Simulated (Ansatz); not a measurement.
**Hf$_{5}$Si$_{6}$O$_{24}$ (cell charge −4, with a compensating background) (cell with a defect): density, localisation and related maps**

```yaml
crystal:
  lattice:
    - [0.00000, 6.58202, 0.00000]
    - [6.58202, 0.00000, 0.00000]
    - [-3.29101, -3.29101, -8.94920]
  atoms:
    - { symbol: Hf, position: [0.00335, 0.00291, 0.00618] }
    - { symbol: Hf, position: [0.66438, 0.66397, 0.32830] }
    - { symbol: Hf, position: [0.75798, 0.25754, 0.51545] }
    - { symbol: Hf, position: [0.40976, 0.90934, 0.81903] }
    - { symbol: Hf, position: [0.08385, 0.58344, 0.16724] }
    - { symbol: Si, position: [0.25281, 0.75239, 0.50515] }
    - { symbol: Si, position: [0.91491, 0.41448, 0.82933] }
    - { symbol: Si, position: [0.58388, 0.08345, 0.16724] }
    - { symbol: Si, position: [0.17171, 0.17128, 0.34292] }
    - { symbol: Si, position: [0.83387, 0.83344, 0.66724] }
    - { symbol: Si, position: [0.49601, 0.49560, 0.99156] }
    - { symbol: O, position: [0.71482, 0.89502, 0.79035] }
    - { symbol: O, position: [0.37484, 0.55985, 0.12003] }
    - { symbol: O, position: [0.00714, 0.21541, 0.43113] }
    - { symbol: O, position: [0.31068, 0.99472, 0.62099] }
    - { symbol: O, position: [0.97895, 0.66217, 0.95742] }
    - { symbol: O, position: [0.64047, 0.33277, 0.28046] }
    - { symbol: O, position: [0.31077, 0.62591, 0.62099] }
    - { symbol: O, position: [0.97898, 0.29490, 0.95743] }
    - { symbol: O, position: [0.64051, 0.94734, 0.28045] }
    - { symbol: O, position: [0.42449, 0.21535, 0.43111] }
    - { symbol: O, position: [0.07603, 0.89497, 0.79035] }
    - { symbol: O, position: [0.74565, 0.55981, 0.12002] }
    - { symbol: O, position: [0.77231, 0.59129, 0.54413] }
    - { symbol: O, position: [0.45189, 0.24282, 0.90336] }
    - { symbol: O, position: [0.10745, 0.92164, 0.21446] }
    - { symbol: O, position: [0.37239, 0.68836, 0.37706] }
    - { symbol: O, position: [0.04140, 0.35659, 0.71349] }
    - { symbol: O, position: [0.71998, 0.02685, 0.05402] }
    - { symbol: O, position: [0.00513, 0.68834, 0.37705] }
    - { symbol: O, position: [0.67259, 0.35654, 0.71349] }
    - { symbol: O, position: [0.33456, 0.02683, 0.05403] }
    - { symbol: O, position: [0.10748, 0.29245, 0.21446] }
    - { symbol: O, position: [0.77232, 0.95249, 0.54414] }
    - { symbol: O, position: [0.45193, 0.66018, 0.90336] }
```

The program warned that a starting moment wasn't kept; spin-polarised, but the moments vanished.

Method: DFT PBEsol, scalar-relativistic, plane waves, PAW (Ansatz 0.2.0).

Core electrons are frozen (PAW), and the valence fields are smoothed inside the atomic spheres.

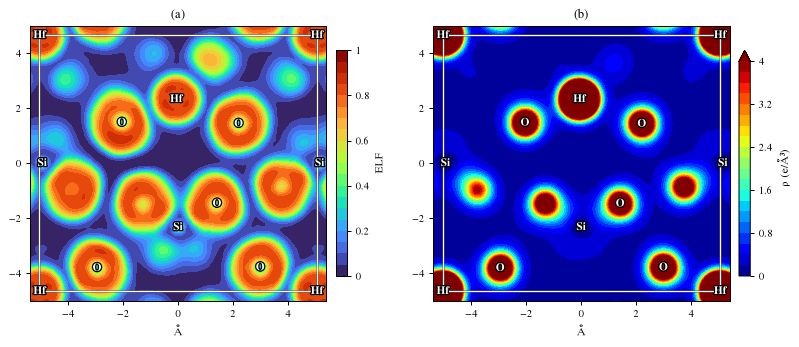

Figure 1. (a) ELF; (b) valence electron density on the (110) plane of the calculation cell.

Q: Interpret the plot.

A: The section cuts through Hf, Si and O sites.
Atoms just off the plane (O, 0.3 Å away) can leave unmarked features too.
Si–O (1.67 Å): the density is about 1.1 e/Å³ at the midpoint; the ELF peaks at about 0.85 between the atoms, as expected for a shared but strongly polarised pair.
Hf–O (2.23 Å): the density is about 0.53 e/Å³ at the midpoint; the ELF peaks at about 0.85 in the valence shell of O, 0.6 Å from its nucleus, and drops to about 0.15 between the two atoms: no shared electron pair shows on this line.
Hf–O (2.27 Å): ρ at the midpoint is about 0.48 e/Å³; the ELF peaks at about 0.85 in the valence shell of O, 0.7 Å from its nucleus, and drops to about 0.15 between the two atoms (no shared electron pair shows on this line).
Between the atoms the lowest density in this plane is 0.03 e/Å³.
The features right at Hf lie inside the PAW spheres, where the map follows smoothed inner orbitals and isn't to be read closely.

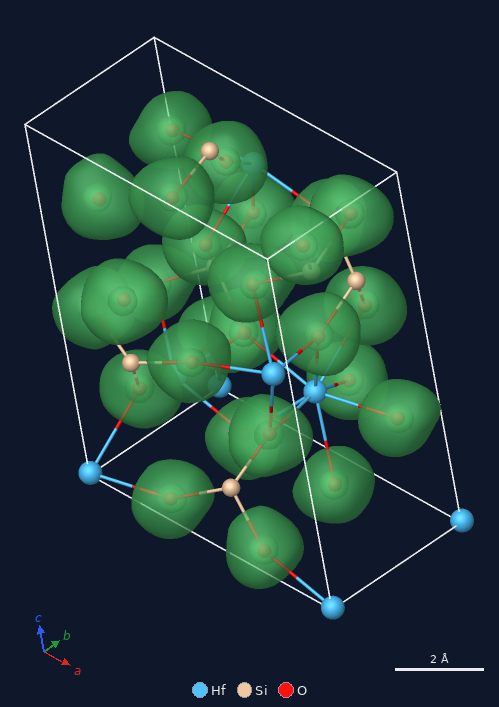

Figure 2. Isosurface of the electron localisation function at 0.65 (green), seen slightly off an axis. Only the valence region is drawn (cores and ρ < 0.01 e/Å³ removed). Sticks mark near contacts.

Q: What do the ELF domains correspond to?

A: At this value the surface marks out 24 regions on O in which the atom's valence shell and bonds are merged, counted in one cell of 35 atoms. Any copies at cell faces, edges or corners count once. Profiles from the grid: Si–O (1.58 Å): the ELF peaks at about 0.85 between the atoms, as expected for a short, strongly polar bond. Hf–O (2.06 Å): the ELF peaks at about 0.85 in the valence shell of O, 0.6 Å from its nucleus, and drops to about 0.15 between the two atoms (no shared electron pair shows on this line).

Q: Does the calculation make it a metal, or give it a gap?

A: It is gapped, with a Kohn–Sham gap of 4.2 eV on the k-point mesh (the band edges may lie off the mesh, which would make the gap smaller).
